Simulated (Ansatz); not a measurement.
**Two runs on Al2O3**

System: Al2O3 (5 atoms in the cell).
Method of run A: DFT PBE, scalar-relativistic, plane waves, PAW, spin-polarised (Ansatz 0.2.0).

The structure was made by a generator, so it may or may not be a known phase. Text and figures count atoms from 1; the logs count them from 0 in places.

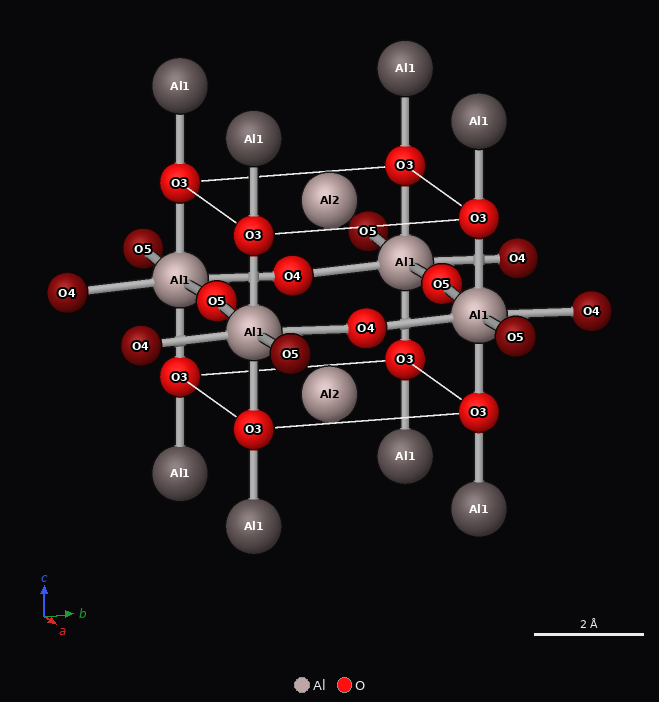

Figure 1. The structure as given in the input (ball-and-stick view of the cell of the calculation, seen slightly off an axis; neighbours outside the cell are drawn fainter; atoms are numbered from 1 in the order of the input). An atom can appear more than once, as a periodic image.

### Input, run A
```yaml
crystal:
  lattice:
    - [4.35772056, 0.0, 0.0]
    - [0.0, 4.35772056, 0.0]
    - [0.0, 0.0, 3.66678966]
  atoms:
    - { symbol: Al, position: [0.0, 0.0, 0.5] }
    - { symbol: Al, position: [0.5, 0.5, 0.0] }
    - { symbol: O, position: [0.0, 0.0, 0.0], spin: 1.0 }
    - { symbol: O, position: [0.0, 0.5, 0.4759434], spin: 1.0 }
    - { symbol: O, position: [0.5, 0.0, 0.5240566], spin: 1.0 }
basis:
  ecutwfc: 420
kpoints:
  mp_grid: { grid: [4, 4, 6] }
hamiltonian:
  xc: pbe
scf:
  occupations: { method: gaussian, width: 0.1 }
  lower_state_search: "off"
output:
  forces: true
  stress: true
  eigenvalues: true
  populations: true
magnetization:
  spin_polarized: true
```

Launched with:
```bash
ansatz run input.yaml --threads 1 --pin off --max-ram 2560MiB --backend cpu --events-out ev --progress --plain --runs-dir out
```

Hardware: 1 thread of Intel Xeon @ 2.50GHz (Skylake/Cascade Lake), 189 GiB of memory available, shared host.

### Output, shortened to warnings, some set-up lines, iterations and results (run A)
```
WARN: the starting moments were not kept: the SCF closed with an absolute magnetisation of 4.2e-5 μB, where they sum to 3 μB in size (3 sites). That is at most 0.1 of that sum. Measured as dr2_m measures the in/out step, that magnetisation stands 1.0e-9 eV from none, at or under the dr2_threshold of 1.0e-7 eV: it is no larger than a step whose dr2_m would equal this threshold. The system may hold …
Basis set: ecut = 420 eV, 1373 PW (Γ), exchange–correlation on 60×60×50 points (8 copies of the dense FFT grid, shifted against one another)
Symmetry: 8 space group operations
k-points: 24 of 96 (time reversal used)
Initial density: superposition of atomic densities (chi_scale 0.1, normalization cell, long waves kept (reshape's long-wave potential 0.05 eV rms))
[...]
SCF iter   1: F=—  HF=-2777.441976 eV  |F-HF|=—  |Δ(HF+E_count)|=         —  Δρ=9.71e-2 (↑3.07e-2 ↓9.71e-2)  dr2=1.02e1  dr2_m=1.83e0  M=0.051 μB ∫|m|=0.773 μB  β_m=0.30  …
SCF iter   2: F=—  HF=-2776.159956 eV  |F-HF|=—  |Δ(HF+E_count)|=    1.28e0  Δρ=5.26e-2 (↑3.26e-2 ↓5.26e-2)  dr2=3.01e0  dr2_m=8.83e-1  M=0.146 μB ∫|m|=0.695 μB  β_m=0.30  …
SCF iter   3: F=—  HF=-2775.796142 eV  |F-HF|=—  |Δ(HF+E_count)|=   3.64e-1  Δρ=3.33e-2 (↑3.33e-2 ↓2.26e-2)  dr2=5.13e-1  dr2_m=3.55e-1  M=0.369 μB ∫|m|=0.725 μB  β_m=0.30  …
SCF iter   4: F=—  HF=-2775.758064 eV  |F-HF|=—  |Δ(HF+E_count)|=   3.81e-2  Δρ=2.16e-2 (↑1.84e-2 ↓2.16e-2)  dr2=2.85e-1  dr2_m=2.24e-1  M=0.286 μB ∫|m|=0.618 μB  β_m=0.30  …
SCF iter   5: F=—  HF=-2775.742381 eV  |F-HF|=—  |Δ(HF+E_count)|=   1.57e-2  Δρ=1.47e-2 (↑1.24e-2 ↓1.47e-2)  dr2=2.23e-2  dr2_m=1.13e-1  M=0.319 μB ∫|m|=0.599 μB  β_m=0.30  …
[... 10 lines ...]
SCF iter  16: F=—  HF=-2775.802936 eV  |F-HF|=—  |Δ(HF+E_count)|=   8.43e-6  Δρ=1.08e-5 (↑1.02e-5 ↓1.08e-5)  dr2=2.98e-7  dr2_m=2.80e-8  M=0.003 μB ∫|m|=0.004 μB  β_m=1.00  …
SCF iter  17: F=-2775.802936 eV  HF=-2775.802936 eV  |F-HF|=2.10e-8  |Δ(HF+E_count)|=   1.35e-7  Δρ=3.85e-6 (↑3.85e-6 ↓2.49e-6)  dr2=3.44e-8  dr2_m=2.86e-9  M=0.001 μB …
SCF iter  18: F=-2775.802936 eV  HF=-2775.802936 eV  |F-HF|=5.66e-10  |Δ(HF+E_count)|=   1.53e-8  Δρ=7.96e-7 (↑6.86e-7 ↓7.96e-7)  dr2=1.23e-9  dr2_m=1.54e-10  M=0.000 μB …
SCF iter  19: F=-2775.802936 eV  HF=-2775.802936 eV  |F-HF|=2.00e-11  |Δ(HF+E_count)|=  9.84e-10  Δρ=1.54e-7 (↑1.35e-7 ↓1.54e-7)  dr2=3.63e-11  dr2_m=6.66e-12  M=0.000 μB …
SCF 1 converged in 19 iterations: F = -2775.802936 eV  dr2 = 3.63e-11
SCF converged after 19 iterations
Magnetization: 0.0000 μB (12.0000 up, 12.0000 down)
Absolute magnetization: 0.0000 μB (∫|ρ↑−ρ↓|, with the PAW one-centre terms)
Spin contamination: 0.0000 ħ² per cell (⟨S²⟩ above its minimum at these occupations)
Per-site moments (μB) at R_I (Å): [(-2.0687265896868957e-7, 0.756275367375), (5.195496630030823e-7, 1.1515401667955942), (2.2472534386501153e-5, 0.756275367375), (4.865439865093444e-6, 0.8995161187441314), (4.865439865091526e-6, 0.8995161187441314)]
Free energy (F): -2775.802936 eV
Harris-Foulkes:  -2775.802936 eV  (|F-HF|=2.00e-11)
Internal energy: -2775.791748 eV  (E = F + TS)
E sigma→0 (E₀):  -2775.797342 eV
Entropy (-TS):   -0.011188 eV (-2.238 meV/atom)
Fermi energy:    3.552129 eV
--- Per-component energies (eV) ---
  E_band       = -52.223182
  E_kinetic    = 552.825429
  E_local      = -1268.496877  (includes V_loc(G=0)·N_el)
  E_nonlocal   = 160.168471
  E_hartree    = 472.361112
  E_xc         = -294.105373
  E_vxc        = -331.582715  (∫ρ·V_xc dr)
  E_paw        = -1404.596510  (= ΣΔE_a)
  E_vpaw       = -109.866765  (= ΣTr[D̂ρ^β])
  E_aug_tail   = 0.007062  (compensation charges beyond the density's cutoff)
  E_ewald      = -993.955062
  E_smearing   = -0.011188  (= −TS)
  E_closure    = -0.000000  (closes the sum)
  Σ components = -2775.802936   (vs F -2775.802936, Δ=0.00e0)
--- Forces (eV/Å), atoms counted from 1 ---
  atom   1  Al    -0.00000000     0.00000000     0.00000000
  atom   2  Al     0.00000000     0.00000000     0.00000000
  atom   3  O     -0.00000000     0.00000000     0.00000000
  atom   4  O      0.00000000     0.00000000    -0.07153443
  atom   5  O     -0.00000000     0.00000000     0.07153443
  max |Σ_I F_I| component: 2.78e-17 eV/Å
--- Stress (GPa, compression-positive) ---
      -30.268762       0.000000       0.000000
        0.000000     -30.268762       0.000000
        0.000000       0.000000     -23.278536
  P = ⅓ Tr σ = -27.9387 GPa (-279.387 kbar)
--- Löwdin populations: 5 sites ---
  site symbol       q [e]    m [muB]
     0     Al      1.8556    -0.0000
     1     Al      1.9800     0.0000
     2      O      6.7335     0.0000
     3      O      6.6306     0.0000
     4      O      6.6306     0.0000
  spilling = 0.007070 (of n_electrons = 24.000000)
```

For run B the input was changed thus:
```diff
-    - { symbol: O, position: [0.0, 0.0, 0.0], spin: 1.0 }
-    - { symbol: O, position: [0.0, 0.5, 0.4759434], spin: 1.0 }
-    - { symbol: O, position: [0.5, 0.0, 0.5240566], spin: 1.0 }
+    - { symbol: O, position: [0.0, 0.0, 0.0] }
+    - { symbol: O, position: [0.0, 0.5, 0.4759434] }
+    - { symbol: O, position: [0.5, 0.0, 0.5240566] }
-  populations: true
-magnetization:
-  spin_polarized: true
```

Predict how the results change.

The energy is the same within 0.01 meV per atom. The SCF takes 7 iterations against 19. On the same kind of shared host run B took about 0.17 times as long. The two runs start from different initial densities, which also moves the count.

### Output, shortened to warnings, some set-up lines, iterations and results (run B)
```
Basis set: ecut = 420 eV, 1373 PW (Γ), exchange–correlation on 60×60×50 points (8 copies of the dense FFT grid, shifted against one another)
Symmetry: 8 space group operations
k-points: 24 of 96 (time reversal used)
Initial density: superposition of atomic densities (neutral atoms: chi_scale 0, normalization atom), corrected by the library's trained network
[...]
SCF iter   1: F=—  HF=-2775.835455 eV  |F-HF|=—  |Δ(HF+E_count)|=         —  Δρ=1.40e-2  dr2=2.20e-1  ethr=1.77e-3  ⟨swp⟩=5.9  Hψ=2240  notcnv=0
SCF iter   2: F=—  HF=-2775.812638 eV  |F-HF|=—  |Δ(HF+E_count)|=   2.28e-2  Δρ=5.50e-3  dr2=5.35e-2  ethr=9.16e-4  ⟨swp⟩=1.0  Hψ=600  notcnv=0
SCF iter   3: F=—  HF=-2775.803800 eV  |F-HF|=—  |Δ(HF+E_count)|=   8.84e-3  Δρ=1.51e-3  dr2=4.25e-3  ethr=2.23e-4  ⟨swp⟩=1.0  Hψ=392  notcnv=0
SCF iter   4: F=—  HF=-2775.802661 eV  |F-HF|=—  |Δ(HF+E_count)|=   1.14e-3  Δρ=3.66e-4  dr2=1.25e-4  ethr=1.77e-5  ⟨swp⟩=1.8  Hψ=513  notcnv=0
SCF iter   5: F=—  HF=-2775.802640 eV  |F-HF|=—  |Δ(HF+E_count)|=   2.10e-5  Δρ=1.08e-4  dr2=1.13e-5  ethr=5.22e-7  ⟨swp⟩=2.8  Hψ=711  notcnv=0
SCF iter   6: F=—  HF=-2775.802936 eV  |F-HF|=—  |Δ(HF+E_count)|=   2.96e-4  Δρ=3.59e-5  dr2=8.62e-7  ethr=4.72e-8  ⟨swp⟩=2.1  Hψ=638  notcnv=0
SCF iter   7: F=-2775.802936 eV  HF=-2775.802936 eV  |F-HF|=6.69e-9  |Δ(HF+E_count)|=   3.09e-8  Δρ=6.93e-6  dr2=5.35e-8  ethr=4.17e-10  ⟨swp⟩=7.1  Hψ=1915  notcnv=0
SCF 1 converged in 7 iterations: F = -2775.802936 eV  dr2 = 5.35e-8
SCF converged after 7 iterations
Free energy (F): -2775.802936 eV
Harris-Foulkes:  -2775.802936 eV  (|F-HF|=6.69e-9)
Internal energy: -2775.791748 eV  (E = F + TS)
E sigma→0 (E₀):  -2775.797342 eV
Entropy (-TS):   -0.011189 eV (-2.238 meV/atom)
Fermi energy:    3.552092 eV
--- Per-component energies (eV) ---
  E_band       = -52.223681
  E_kinetic    = 552.825816
  E_local      = -1268.498476  (includes V_loc(G=0)·N_el)
  E_nonlocal   = 160.168747
  E_hartree    = 472.362266
  E_xc         = -294.105424
  E_vxc        = -331.582777  (∫ρ·V_xc dr)
  E_paw        = -1404.596677  (= ΣΔE_a)
  E_vpaw       = -109.866900  (= ΣTr[D̂ρ^β])
  E_aug_tail   = 0.007062  (compensation charges beyond the density's cutoff)
  E_ewald      = -993.955062
  E_smearing   = -0.011189  (= −TS)
  E_closure    = 0.000000  (closes the sum)
  Σ components = -2775.802936   (vs F -2775.802936, Δ=0.00e0)
--- Forces (eV/Å), atoms counted from 1 ---
  atom   1  Al    -0.00000000     0.00000000     0.00000000
  atom   2  Al     0.00000000     0.00000000     0.00000000
  atom   3  O     -0.00000000     0.00000000     0.00000000
  atom   4  O      0.00000000     0.00000000    -0.07155781
  atom   5  O     -0.00000000     0.00000000     0.07155781
  max |Σ_I F_I| component: 1.39e-17 eV/Å
--- Stress (GPa, compression-positive) ---
      -30.268920       0.000000       0.000000
        0.000000     -30.268920       0.000000
        0.000000       0.000000     -23.278887
  P = ⅓ Tr σ = -27.9389 GPa (-279.389 kbar)
```

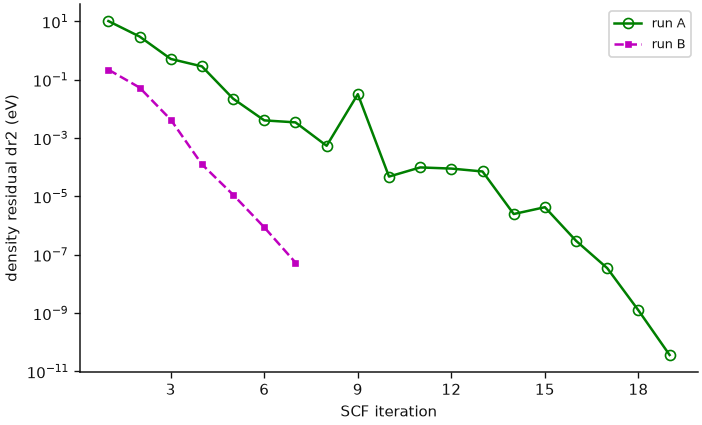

Figure 2. Convergence of the two runs: density residual dr2 against the SCF iteration. Run A takes 19 iterations in all, and run B takes 7.

### The two runs side by side

```tsv
quantity	run A	run B
outcome	converged	converged
free energy per atom (eV)	−555.1606	−555.1606
energy per atom, smearing taken to zero (eV)	−555.1595	−555.1595
gap on the mesh (eV)	0.00	0.00
net moment of the cell (μB)	0.00	–
absolute moment of the cell (μB)	0.00	–
pressure (GPa)	−27.94	−27.94
largest force (eV/Å)	0.072	0.072
SCF iterations	19	7
irreducible k-points	24	24
plane waves at Γ	1373	1373
wall time (shared host)	23 s	4.1 s
```

For both runs: The cell is under a tension of 28 GPa at this level, so it is not at its equilibrium volume. For run A: Warnings: some starting moments were not kept.
